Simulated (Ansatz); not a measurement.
Ga₂O₃

Input

```
crystal:
  lattice:
    - [2.4922622641, 1.438908289, 4.4806364994]
    - [-2.4922622641, 1.438908289, 4.4806364994]
    - [0.0, -2.8778165781, 4.4806364994]
  atoms:
    - { symbol: Ga, position: [0.3554263352, 0.3554263352, 0.3554263352] }
    - { symbol: Ga, position: [0.1445736648, 0.1445736648, 0.1445736648] }
    - { symbol: Ga, position: [0.6445736648, 0.6445736648, 0.6445736648] }
    - { symbol: Ga, position: [0.8554263352, 0.8554263352, 0.8554263352] }
    - { symbol: O, position: [0.5536335029, 0.9463664971, 0.25] }
    - { symbol: O, position: [0.25, 0.5536335029, 0.9463664971] }
    - { symbol: O, position: [0.9463664971, 0.25, 0.5536335029] }
    - { symbol: O, position: [0.4463664971, 0.0536335029, 0.75] }
    - { symbol: O, position: [0.75, 0.4463664971, 0.0536335029] }
    - { symbol: O, position: [0.0536335029, 0.75, 0.4463664971] }
kpoints:
  mp_grid: { grid: [6, 6, 6] }
  band_path:
    path:
      - [0.0, 0.0, 0.0]
      - [0.5, 0.5, 0.5]
      - [0.7645797172, 0.2354202828, 0.5]
      - [0.5, -0.2354202828, 0.2354202828]
      - [0.5, 0.0, 0.0]
      - [0.3677101414, -0.3677101414, 0.0]
      - [0.6322898586, 0.0, 0.3677101414]
      - [0.5, 0.0, 0.5]
      - [0.0, 0.166667, -0.166667]
    npoints: 1
hamiltonian:
  xc: r2scan
scf:
  occupations: { method: fixed }
  n_extra_bands: 6
output:
  forces: true
  stress: true
  eigenvalues: true
  write_density: true
  write_potential: true
  elf: true
  volumetric_format: npy
```

Launched as:

```sh
ansatz run input.yaml --threads 4 --pin off --max-ram 9216MiB --backend cpu --events-out ev --progress --plain --runs-dir out
```

Below, planes, directions and counts refer to the conventional cell (a = 4.98 Å, b = 4.98 Å, c = 13.44 Å, α = 90.00°, β = 90.00°, γ = 120.00°).

Space group R-3c; started from the measured structure prototype, which need not be the ambient phase.

All numbers below come from Ansatz 0.2.0, DFT, r2SCAN, plane waves, PAW.

**Predict the valence pseudo-density and electron localisation function between the atoms.**

Ga–O (1.93 Å): the density is about 0.69 e/Å³ at the midpoint; the ELF peaks at about 0.85 in the valence shell of O, 0.6 Å from its nucleus, and is about 0.35 at the midpoint.
Ga–O (2.07 Å): ρ at the midpoint is about 0.5 e/Å³; the ELF peaks at about 0.85 in the valence shell of O, 0.6 Å from its nucleus, and is about 0.30 at the midpoint (no shared electron pair shows on this line).

**Metal or insulator at this level of theory?**

It is gapped, with a Kohn–Sham gap of 3.6 eV on the k-point mesh (the band edges may lie off the mesh, which would make the gap smaller).

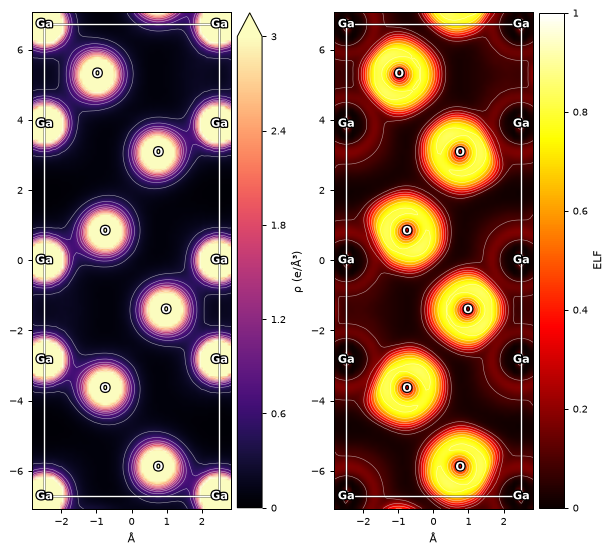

Computed valence pseudo-density and electron localisation function on the (010) plane of the conventional cell, in this order. 
